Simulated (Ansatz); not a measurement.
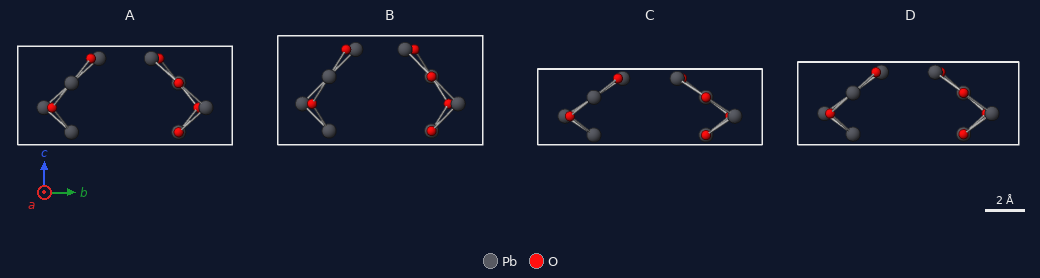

4 geometries from one relaxation of crystalline PbO (a generated structure, set up in I-42d), in shuffled order. A ball-and-stick model of the conventional cell (2 times the calculation's cell), seen along the a axis. Lengths and directions refer to the drawn axes.

Theory: Ansatz, DFT PBE, scalar-relativistic, plane waves, PAW. Settings: plane-wave cutoff 420 eV; k-point mesh 6 × 6 × 6; occupations gaussian; smearing width 0.02 eV; no spin polarisation; cell and atoms relaxed; force threshold 0.01 eV/Å; at most 80 steps.

### Put them in the order of the run, from the start to the converged end.

B, A, D, C. They are steps 0, 5, 8, 18, at +42.9 meV per atom, +33.8 meV per atom, +13.6 meV per atom relative to the last. The energy falls by 42.9 meV per atom in 13 accepted moves (18 points after the start). The largest force component goes from 0.038 to 0.002 eV/Å. Pressure: −0.03 GPa at the start and 0.02 GPa at the end. The line search rejected the trial steps at points 2, 10 of the run. At 3 points the geometry stayed and the basis and grid were re-selected for the new cell (energy shift of 4.8 meV per atom at most each time). The largest moves relative to the cell, 0.28 Å, are those of O atoms. Largest moves by element: O 0.28 Å, Pb 0.02 Å. The drawn cell changes as follows: a = b 10.643 → 11.642 Å (+9.4 %), c 5.640 → 3.923 Å (−30.4 %); the volume changes by −16.8 %. Among the contacts that change: O–Pb 2.163 → 2.179 Å. Bond angles that change, for instance: Pb–O–Pb 131.7° → 110.3°, O–Pb–O 100.7° → 93.3°. The space group stays I-42d (No. 122).
